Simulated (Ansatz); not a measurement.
MgGa2O4 (space group Fd-3m, No. 227). Coordinates: coordinates from a relaxation with DFT PBE+D3(BJ), scalar-relativistic, plane waves, PAW (Ansatz).

```cif
data_structure
_symmetry_space_group_name_H-M 'P 1'
_symmetry_Int_Tables_number 1
_cell_length_a 8.3948
_cell_length_b 8.3948
_cell_length_c 8.3948
_cell_angle_alpha 90.000
_cell_angle_beta 90.000
_cell_angle_gamma 90.000
_cell_volume 591.60
loop_
_atom_site_label
_atom_site_type_symbol
_atom_site_fract_x
_atom_site_fract_y
_atom_site_fract_z
_atom_site_occupancy
Mg1 Mg 0.50000 0.00000 0.50000 1
Mg2 Mg 0.25000 0.25000 0.25000 1
Ga1 Ga 0.37500 0.87500 0.12500 1
Ga2 Ga 0.37500 0.62500 0.37500 1
Ga3 Ga 0.12500 0.87500 0.37500 1
Ga4 Ga 0.12500 0.62500 0.12500 1
O1 O 0.11421 0.38579 0.11421 1
O2 O 0.63579 0.13579 0.36421 1
O3 O 0.36421 0.86421 0.36421 1
O4 O 0.86421 0.13579 0.13579 1
O5 O 0.38579 0.38579 0.38579 1
O6 O 0.38579 0.11421 0.11421 1
O7 O 0.13579 0.86421 0.13579 1
O8 O 0.11421 0.11421 0.38579 1
Mg3 Mg 0.50000 0.50000 0.00000 1
Mg4 Mg 0.25000 0.75000 0.75000 1
Ga5 Ga 0.37500 0.37500 0.62500 1
Ga6 Ga 0.37500 0.12500 0.87500 1
Ga7 Ga 0.12500 0.37500 0.87500 1
Ga8 Ga 0.12500 0.12500 0.62500 1
O9 O 0.11421 0.88579 0.61421 1
O10 O 0.63579 0.63579 0.86421 1
O11 O 0.36421 0.36421 0.86421 1
O12 O 0.86421 0.63579 0.63579 1
O13 O 0.38579 0.88579 0.88579 1
O14 O 0.38579 0.61421 0.61421 1
O15 O 0.13579 0.36421 0.63579 1
O16 O 0.11421 0.61421 0.88579 1
Mg5 Mg 0.00000 0.00000 0.00000 1
Mg6 Mg 0.75000 0.25000 0.75000 1
Ga9 Ga 0.87500 0.87500 0.62500 1
Ga10 Ga 0.87500 0.62500 0.87500 1
Ga11 Ga 0.62500 0.87500 0.87500 1
Ga12 Ga 0.62500 0.62500 0.62500 1
O17 O 0.61421 0.38579 0.61421 1
O18 O 0.13579 0.13579 0.86421 1
O19 O 0.86421 0.86421 0.86421 1
O20 O 0.36421 0.13579 0.63579 1
O21 O 0.88579 0.38579 0.88579 1
O22 O 0.88579 0.11421 0.61421 1
O23 O 0.63579 0.86421 0.63579 1
O24 O 0.61421 0.11421 0.88579 1
Mg7 Mg 0.00000 0.50000 0.50000 1
Mg8 Mg 0.75000 0.75000 0.25000 1
Ga13 Ga 0.87500 0.37500 0.12500 1
Ga14 Ga 0.87500 0.12500 0.37500 1
Ga15 Ga 0.62500 0.37500 0.37500 1
Ga16 Ga 0.62500 0.12500 0.12500 1
O25 O 0.61421 0.88579 0.11421 1
O26 O 0.13579 0.63579 0.36421 1
O27 O 0.86421 0.36421 0.36421 1
O28 O 0.36421 0.63579 0.13579 1
O29 O 0.88579 0.88579 0.38579 1
O30 O 0.88579 0.61421 0.11421 1
O31 O 0.63579 0.36421 0.13579 1
O32 O 0.61421 0.61421 0.38579 1
```

Bonds are taken as Ga–O below 2.3 Å; Mg is left out of the net, as the electropositive filling of the structure. Atoms with one bond or none are removed and atoms with two bonds are replaced by edges, until no such atom is left.

What net does this leave?

The result is a binodal (3,6)-connected, three-periodic net: O is a 3-connected node; Ga is a 6-connected node, in the ratio 2:1. It is a single net, without interpenetration.

```
node  links  point symbol  coordination sequence
   O      3           4^3             3 12 10 33
  Ga      6      4^6.12^9              6 6 20 18
```

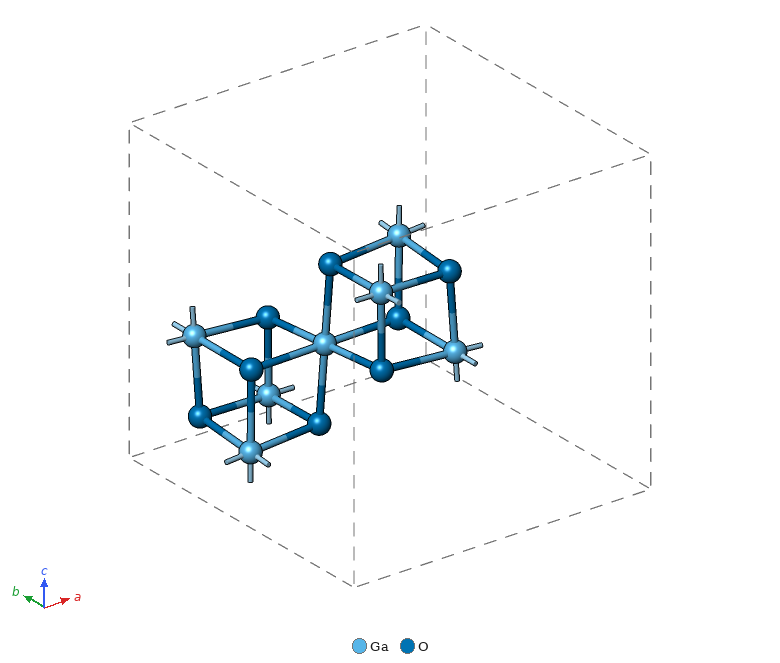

Nodes are coloured by topological kind. Short stubs are edges that leave the cut-out.
